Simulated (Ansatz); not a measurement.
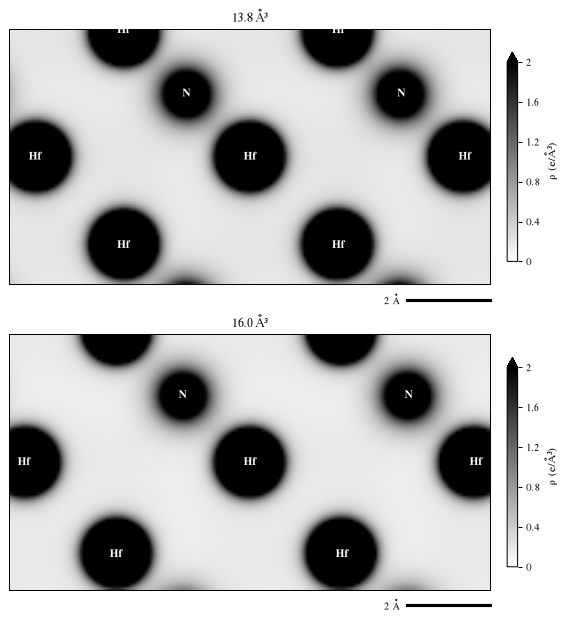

Hf2N. The valence pseudo-density of cells scaled evenly to different volumes (given per atom above each panel), on the (001) plane of each (indices in the axes of the cell below), at one length scale and on one colour scale.

A structure from a database of computed crystals, not necessarily the ambient phase.

These are results of DFT PBEsol, scalar-relativistic, plane waves, PAW (Ansatz), not measurements.

In a PAW calculation such maps are meaningful between the atoms, not at the nuclei.

The largest cell:

```
Hf N
1.0
     5.40145    0.00000    0.00000
     0.00000    5.40145    0.00000
     0.00000    0.00000    3.29200
Hf N
4 2
Cartesian
  1.6007 1.6007 0.0000
  3.8007 3.8007 0.0000
  4.3014 1.1000 1.6460
  1.1000 4.3014 1.6460
  0.0000 0.0000 0.0000
  2.7007 2.7007 1.6460
```

| volume (Å³/atom) | Hf–N contact in the plane (Å) | ρ at its midpoint (e/Å³) | pressure (GPa) | 
| --- | --- | --- | --- |
| 13.77 | 2.138 | 0.698 | 22.6 | 
| 14.20 | 2.163 | ? | ? | 
| 16.01 | 2.264 | 0.512 | −10.8 | 

Question: What values belong in the row with question marks?

Answer: Over the known rows ln ρ falls by 2.46 per Å of Hf–N distance (the line through the two), which gives 0.656 e/Å³ at 2.163 Å; the calculation gives 0.656 e/Å³. For the pressure, a straight line in volume between the neighbouring rows gives 16.2 GPa; the calculation gives 14.1, lower because pressure rises ever faster on compression.
